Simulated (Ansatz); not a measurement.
## Run report: AlNi, geometry relaxation (part 1 of 2)

AlNi (Pm-3m, 6 atoms in the cell), computed with DFT PBEsol, scalar-relativistic, plane waves, PAW, spin-polarised (Ansatz 0.2.0).

The structure derives from a Materials Project entry. It belongs to a series of runs on one base structure; here: 0 of 3 Ni sites taken by Pt, cell and atoms relaxed. Figures and captions count atoms from 1; the log counts them from 0 in places.

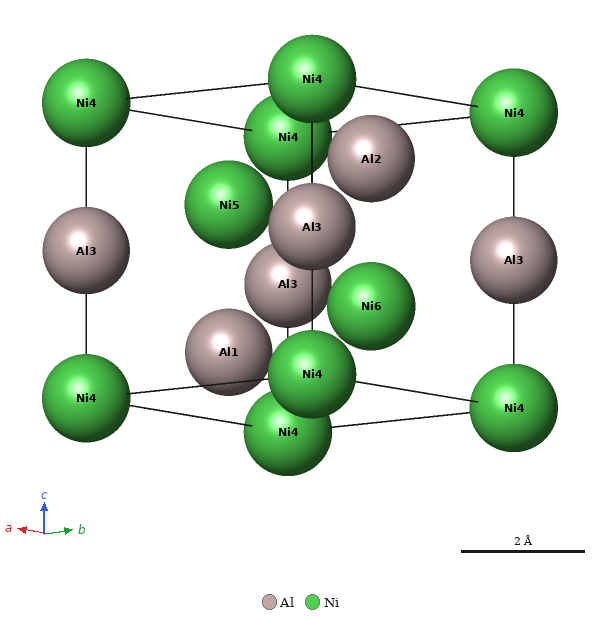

The starting structure (spheres-only view of the cell of the calculation, seen at an oblique angle; atoms are numbered from 1 in the order of the input).

Input:
```yaml
crystal:
  lattice:
    - [0.0, -2.862351185, 2.862351185]
    - [-2.862351185, 2.862351185, 0.0]
    - [-2.862351185, -2.862351185, -2.862351185]
  atoms:
    - { symbol: Al, position: [0.6666666667, 0.3333333333, 0.1666666667] }
    - { symbol: Al, position: [0.3333333333, 0.6666666667, 0.8333333333] }
    - { symbol: Al, position: [0.0, 0.0, 0.5] }
    - { symbol: Ni, position: [0.0, 1.0, 0.0], spin: 2.0 }
    - { symbol: Ni, position: [0.6666666667, 0.3333333333, 0.6666666667], spin: 2.0 }
    - { symbol: Ni, position: [0.3333333333, 0.6666666667, 0.3333333333], spin: 2.0 }
basis:
  ecutwfc: 420
kpoints:
  mp_grid: { grid: [12, 12, 8] }
hamiltonian:
  xc: pbesol
scf:
  occupations: { method: gaussian, width: 0.1 }
output:
  forces: true
  stress: true
  eigenvalues: true
  populations: true
magnetization:
  spin_polarized: true
relax:
  adjacent_minimum: "off"
  f_tol: 0.015
  max_steps: 60
  cell: { stress_tol: 0.15 }
```

Machine: 1 thread of Intel Xeon (Granite Rapids), 128 GiB of memory available, shared host.

Launched with:
```bash
ansatz run input.yaml --threads 1 --pin off --max-ram 2560MiB --backend cpu --events-out ev --progress --plain --runs-dir out
```

What the program printed:
```
Engine: ansatz 0.2.0, x86_64-unknown-linux-gnu
Pseudopotentials: kind: paw
Pseudopotential: Al, paw, valence charge 3, recommended cutoff 420 eV (normal), Al.paw.azcp
Pseudopotential: Ni, paw, valence charge 18, recommended cutoff 420 eV (normal), Ni.paw.azcp
Functional definition: PBEsol
  exchange = pbesol_x
  correlation = pbesol_c
Crystal: 6 atoms, lattice volume = 70.354 Å³
Basis set: ecut = 420 eV, 1385 PW (Γ), exchange–correlation on 60×60×72 points (8 copies of the dense FFT grid, shifted against one another)
Bands: 42, of which v1, the nominal top of the filled ones, is band 32 counted from 1 (31 counted from 0)
Symmetry: 36 space group operations
Space group: Pm-3m (ITA 221), of the structure as read, at distance tolerance 4.1e-5 Å
Magnetic group: BNS 221.92 (UNI 1594), of the structure as read, at distance tolerance 4.1e-5 Å
k-points: 131 of 1152
Non-local potential: Al, projectors of the file, l = 0: 2, l = 1: 2, l = 2: 1
Non-local potential: Ni, projectors of the file, l = 0: 3, l = 1: 2, l = 2: 3, l = 3: 1
PAW form: soft (Blöchl's): semilocal exchange-correlation on the pseudo side does not see the compensation charge
PAW frozen core: Al, regenerated for the run's functional, and the local potential with it (the file was generated under x = pbe(κ = 0.804, μ = 0.2195149727645171), c = pbe(β = 0.06672455060314922))
PAW frozen core: Ni, regenerated for the run's functional, and the local potential with it (the file was generated under x = pbe(κ = 0.804, μ = 0.2195149727645171), c = pbe(β = 0.06672455060314922))
PAW one-centre angular grid: Al, 110 points (default); XC on 64 Gauss nodes
PAW one-centre angular grid: Ni, 590 points (default); XC on 64 Gauss nodes
Initial density: superposition of atomic densities (chi_scale 0.1, normalization cell)
Starting moments: Σ|m| = 6 μB on 3 of 6 sites
Initial wavefunctions: pseudopotential atomic-orbital guess
Functional: x = pbesol(κ = 0.804, μ = 0.12345679012345678), c = pbesol(β = 0.046)
SCF iter   1: F=—  HF=-18986.457821 eV  |F-HF|=—  |Δ(HF+E_count)|=         —  Δρ=1.12e-1 (↑1.12e-1 ↓4.82e-2)  dr2=3.72e0  dr2_m=3.41e0  M=2.880 μB ∫|m|=3.836 μB  β_m=0.30  ethr=3.10e-3  ⟨swp⟩=8.2  Hψ=48548  notcnv=0  defer=12
Mixer restart at iter 1: flushing history
preconditioner: auto → Kerker (q_TF=auto, 2.679 Å⁻¹)  [metal: Δε(μ)=0.006 eV  Ē_g=8.316 eV  σ=0.100 eV  W_gap=0.04  n_scr=22 (ndim 8)  ℏωp=27.6 eV  f_vac=0.000  D(μ)=2.11/eV (n_scr^D=20)]
spin=Collinear: Kerker preconditioning applied to the charge; magnetization (m = ρ↑ − ρ↓) channel mixes plain (no charge-response kernel on spin).
SCF iter   2: F=—  HF=-18985.730249 eV  |F-HF|=—  |Δ(HF+E_count)|=   7.28e-1  Δρ=9.09e-2 (↑5.86e-2 ↓9.09e-2)  dr2=9.52e-1  dr2_m=3.48e0  M=2.273 μB ∫|m|=3.075 μB  β_m=0.49  ethr=3.10e-3  ⟨swp⟩=2.0  Hψ=18871  notcnv=0  defer=935
SCF iter   3: F=—  HF=-18988.920324 eV  |F-HF|=—  |Δ(HF+E_count)|=    3.19e0  Δρ=7.73e-2 (↑4.84e-2 ↓7.73e-2)  dr2=8.85e-1  dr2_m=2.50e0  M=1.745 μB ∫|m|=2.417 μB  β_m=0.20  ethr=1.51e-3  ⟨swp⟩=2.0  Hψ=17504  notcnv=0  defer=930
SCF iter   4: F=—  HF=-18990.952054 eV  |F-HF|=—  |Δ(HF+E_count)|=    2.03e0  Δρ=5.51e-2 (↑4.24e-2 ↓5.51e-2)  dr2=4.00e-1  dr2_m=1.50e0  M=1.285 μB ∫|m|=1.807 μB  β_m=0.36  ethr=1.41e-3  ⟨swp⟩=2.3  Hψ=16918  notcnv=0  defer=1011
SCF iter   5: F=—  HF=-18992.572671 eV  |F-HF|=—  |Δ(HF+E_count)|=    1.62e0  Δρ=3.16e-2 (↑3.16e-2 ↓6.74e-3)  dr2=3.28e-1  dr2_m=1.89e-1  M=0.417 μB ∫|m|=0.591 μB  β_m=0.80  ethr=6.36e-4  ⟨swp⟩=3.0  Hψ=21479  notcnv=0  defer=983
SCF iter   6: F=—  HF=-18992.457284 eV  |F-HF|=—  |Δ(HF+E_count)|=   1.15e-1  Δρ=2.54e-2 (↑1.48e-2 ↓2.54e-2)  dr2=7.42e-1  dr2_m=2.05e-2  M=-0.171 μB ∫|m|=0.241 μB  β_m=0.90  ethr=5.20e-4  ⟨swp⟩=2.3  Hψ=17773  notcnv=0  defer=1011
SCF iter   7: F=—  HF=-18992.597264 eV  |F-HF|=—  |Δ(HF+E_count)|=         —  Δρ=5.66e-3 (↑2.89e-3 ↓5.66e-3)  dr2=6.33e-3  dr2_m=1.14e-2  M=-0.011 μB ∫|m|=0.028 μB  β_m=0.90  ethr=5.20e-4  ⟨swp⟩=2.0  Hψ=17774  notcnv=0  defer=987
Mixer restart at iter 7: flushing history
SCF iter   8: F=—  HF=-18992.602832 eV  |F-HF|=—  |Δ(HF+E_count)|=   5.57e-3  Δρ=4.75e-3 (↑4.75e-3 ↓2.96e-3)  dr2=2.17e-2  dr2_m=5.70e-4  M=-0.002 μB ∫|m|=0.008 μB  β_m=0.90  ethr=1.01e-5  ⟨swp⟩=2.0  Hψ=22280  notcnv=0  defer=1007
SCF iter   9: F=—  HF=-18992.604588 eV  |F-HF|=—  |Δ(HF+E_count)|=   1.76e-3  Δρ=4.80e-3 (↑3.85e-3 ↓4.80e-3)  dr2=3.13e-2  dr2_m=1.51e-4  M=-0.001 μB ∫|m|=0.005 μB  β_m=0.66  ethr=1.01e-5  ⟨swp⟩=2.0  Hψ=20984  notcnv=0  defer=944
SCF iter  10: F=—  HF=-18992.596929 eV  |F-HF|=—  |Δ(HF+E_count)|=   7.66e-3  Δρ=1.95e-4 (↑1.95e-4 ↓1.42e-4)  dr2=4.39e-5  dr2_m=8.48e-7  M=0.000 μB ∫|m|=0.001 μB  β_m=0.83  ethr=1.01e-5  ⟨swp⟩=2.0  Hψ=20917  notcnv=0  defer=981
SCF iter  11: F=—  HF=-18992.596951 eV  |F-HF|=—  |Δ(HF+E_count)|=   2.16e-5  Δρ=2.83e-5 (↑2.83e-5 ↓1.84e-5)  dr2=1.01e-6  dr2_m=3.33e-8  M=0.000 μB ∫|m|=0.000 μB  β_m=0.92  ethr=6.97e-8  ⟨swp⟩=2.3  Hψ=18084  notcnv=0  defer=980
SCF iter  12: F=—  HF=-18992.596951 eV  |F-HF|=—  |Δ(HF+E_count)|=   1.61e-7  Δρ=9.07e-6 (↑9.07e-6 ↓6.34e-6)  dr2=1.03e-7  dr2_m=2.48e-9  M=0.000 μB ∫|m|=0.000 μB  β_m=0.96  ethr=1.60e-9  ⟨swp⟩=2.3  Hψ=17673  notcnv=0  defer=980
SCF iter  13: F=—  HF=-18992.596951 eV  |F-HF|=—  |Δ(HF+E_count)|=   2.45e-8  Δρ=2.66e-6 (↑2.48e-6 ↓2.66e-6)  dr2=1.45e-8  dr2_m=1.33e-11  M=-0.000 μB ∫|m|=0.000 μB  β_m=0.98  ethr=1.63e-10  ⟨swp⟩=1.8  Hψ=12016  notcnv=0  defer=980
SCF iter  14: F=-18992.596951 eV  HF=-18992.596951 eV  |F-HF|=4.35e-9  |Δ(HF+E_count)|=   1.86e-9  Δρ=1.40e-6 (↑1.18e-6 ↓1.40e-6)  dr2=3.36e-9  dr2_m=8.30e-12  M=0.000 μB ∫|m|=0.000 μB  ethr=2.30e-11  ⟨swp⟩=7.5  Hψ=38172  notcnv=0
WARN: the starting moments were not kept: the SCF closed with an absolute magnetisation of 2.5e-6 μB, where they sum to 6 μB in size (3 sites). That is at most 0.1 of that sum. Measured as dr2_m measures the in/out step, that magnetisation stands 2.9e-12 eV from none, at or under the dr2_threshold of 1.0e-7 eV: it is no larger than a step whose dr2_m would equal this threshold. The system may hold no moment; this SCF shows only that its start led to no more than that. To try another start: raise the starting moments (crystal.atoms[].spin, magnetization.per_species, magnetization.initial_magnetization, or on a non-collinear deck that types none of these the spinor_matrix: blocks that start its atoms; where the total moment is fixed, keep their sum and leave initial_magnetization as it is; typed ones take the place of any that the run laid by itself, positive ones on a crystal's lanthanoids without a Hubbard term where scf.initial_density.shell_occupations: [] is typed) or, if the notice of its spin-set hold's release reads "site moments contracting" or "site moments show no strong build", lengthen the hold (scf.mixing.spin_hold: { on: { confirm: 4 } }; for m-r²SCAN on two components see the key's manual first). Each may lead to a state that holds a moment. A second SCF, from the converged charge density, with the starting moments and any scf.initial_density.shell_occupations laid on it anew, would have followed, and was not run: the deck does not ask for one (magnetization.retry_lost_moments is false, the default). To let it run, set magnetization.retry_lost_moments: true and run the deck again, where that key's refused combinations let it; where memory then withholds it, that run's warning says so.
SCF 1 converged in 14 iterations: F = -18992.596951 eV  dr2 = 3.36e-9
  greatest PAW one-centre occupation: 1.001 electrons in one spin orbital (limit 2), on the Ni atom at site 5 (counted from 0), in its partial waves of l = 1
relax step   1: F+E_penalty+E_count = -18992.59695062 eV  Δ(F+E_penalty+E_count) = +0.000e0 eV  max|allowed force component| = 3.815e-27 eV/Å  Δτ_max = 0.0000 Å  P = -0.025 GPa  Ω = 70.354 Å³  (14 SCF iters, dr2 threshold 1.00e-7 eV, accepted)
Initial density: handed on by an earlier stage of this run
Starting moments: Σ|m| = 6 μB on 3 of 6 sites; this step starts from the density that it was given
Initial wavefunctions: pseudopotential atomic-orbital guess (no wavefunctions were taken with the density)
iter 1 solved again at ethr=5.63e-8 eV; its pass at ethr=3.10e-3 eV (dr2=3.55e-5 eV) is discarded
SCF iter   1: F=—  HF=-18992.596950 eV  |F-HF|=—  |Δ(HF+E_count)|=         —  Δρ=1.31e-6 (↑1.03e-6 ↓1.31e-6)  dr2=2.81e-9  dr2_m=1.32e-11  M=-0.000 μB ∫|m|=0.000 μB  β_m=0.65  ethr=5.63e-8  ⟨swp⟩=3.1  Hψ=78041  notcnv=0
eigensolver tolerance schedule: the retry pair's looser diagonalisation over-reported the residual by 12642.97 of it (diagonalisation noise at 0.30 of the residual, at the tolerance the schedule requests for it); recorded, not acted on — ethr = c·dr2/N_el stays at c = 1.0e-1
preconditioner: auto → none  [metal: Δε(μ)=0.016 eV  Ē_g=8.422 eV  σ=0.100 eV  W_gap=0.09  n_scr=8 (ndim 8)  ℏωp=27.6 eV  f_vac=0.000  D(μ)=2.21/eV (n_scr^D=20)]
SCF iter   2: F=—  HF=-18992.596951 eV  |F-HF|=—  |Δ(HF+E_count)|=   1.12e-6  Δρ=3.03e-6 (↑3.03e-6 ↓2.90e-6)  dr2=1.48e-8  dr2_m=2.84e-12  M=-0.000 μB ∫|m|=0.000 μB  β_m=0.30  ethr=4.46e-12  ⟨swp⟩=3.0  Hψ=22227  notcnv=0
SCF iter   3: F=—  HF=-18992.596951 eV  |F-HF|=—  |Δ(HF+E_count)|=   3.63e-9  Δρ=3.01e-7 (↑3.01e-7 ↓1.48e-7)  dr2=6.04e-11  dr2_m=4.59e-12  M=0.000 μB ∫|m|=0.000 μB  β_m=0.65  ethr=4.46e-12  ⟨swp⟩=2.0  Hψ=18818  notcnv=0
SCF iter   4: F=-18992.596951 eV  HF=-18992.596951 eV  |F-HF|=3.24e-10  |Δ(HF+E_count)|=  2.84e-10  Δρ=4.46e-7 (↑4.46e-7 ↓4.15e-7)  dr2=3.69e-10  dr2_m=1.63e-13  M=0.000 μB ∫|m|=0.000 μB  ethr=1.00e-12  ⟨swp⟩=2.9  Hψ=32996  notcnv=0
the starting moments were not kept: the SCF closed with an absolute magnetisation of 3.8e-7 μB, where they sum to 6 μB in size (3 sites). That is at most 0.1 of that sum. Measured as dr2_m measures the in/out step, that magnetisation stands 8.4e-14 eV from none, at or under the dr2_threshold of 5.4e-10 eV: it is no larger than a step whose dr2_m would equal this threshold.
SCF 2 converged in 4 iterations: F = -18992.596951 eV  dr2 = 3.69e-10
relax step   2: F+E_penalty+E_count = -18992.59695063 eV  Δ(F+E_penalty+E_count) = -3.485e-9 eV  max|allowed force component| = 7.568e-28 eV/Å  Δτ_max = 0.0000 Å  P = -0.026 GPa  Ω = 70.354 Å³  stress off target by 1.39e-1 GPa  SCF on the basis re-selected at this cell (its energy is not comparable with the rows above)  (4 SCF iters)
```

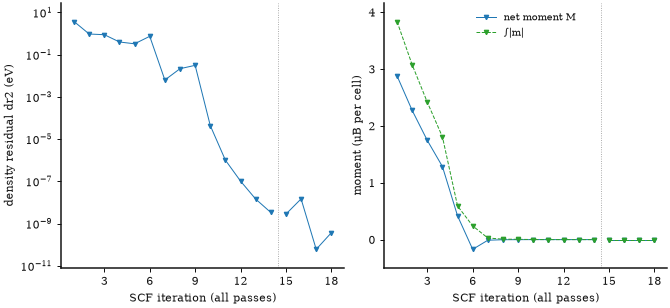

Convergence of the self-consistent field: density residual dr2 and magnetic moment against the SCF iteration. The dotted lines part the SCF passes of the relaxation: geometry steps, rejected trials and re-solves on a re-selected basis. The passes take 14 and 4 iterations. The net moment goes from 2.9 to 0.0 μB per cell, and ∫|m| falls to zero.
